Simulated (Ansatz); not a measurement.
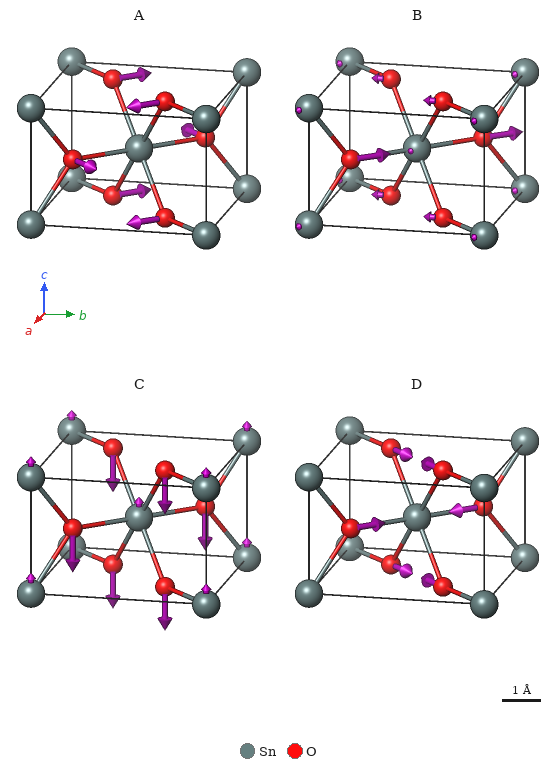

Four optical modes of a crystal of SnO₂ at the zone centre, in no order (one member of each degenerate set). The purple arrows are the displacements of the atoms (eigenvector over the root of the mass), of arbitrary overall length and sign. The picture is a ball-and-stick view of the cell of the calculation, seen slightly off an axis.

Level of theory: DFT PBE, scalar-relativistic, plane waves, PAW in Ansatz 0.2.0. Settings: plane-wave cutoff 420 eV; k-point mesh 6 × 6 × 8; occupations fixed; no spin polarisation.

Frequencies are those without the non-analytic (LO–TO) term.

Q: Rank the modes by frequency, softest first.

A: A (340 cm⁻¹), C (430 cm⁻¹), B (548 cm⁻¹), D (706 cm⁻¹). A, A₂g: The Sn atoms stay at rest; atoms of one kind move against one another, with no net shift of their sublattice; the O–Sn bond lengths don't change to first order, so for these it is a bending, tilting or sliding motion. C, A₂u: The O sublattice moves against the Sn sublattice, along c; it stretches the shortest O–Sn bonds (2.09 Å); the kinetic energy is shared as O 79 %, Sn 21 %. B, E_u: It stretches the shortest O–Sn bonds (2.09 Å); the kinetic energy is shared as O 92 %, Sn 8 %. D, B₂g: The Sn atoms stay at rest; atoms of one kind move against one another, with no net shift of their sublattice; it stretches the shortest O–Sn bonds (2.09 Å).
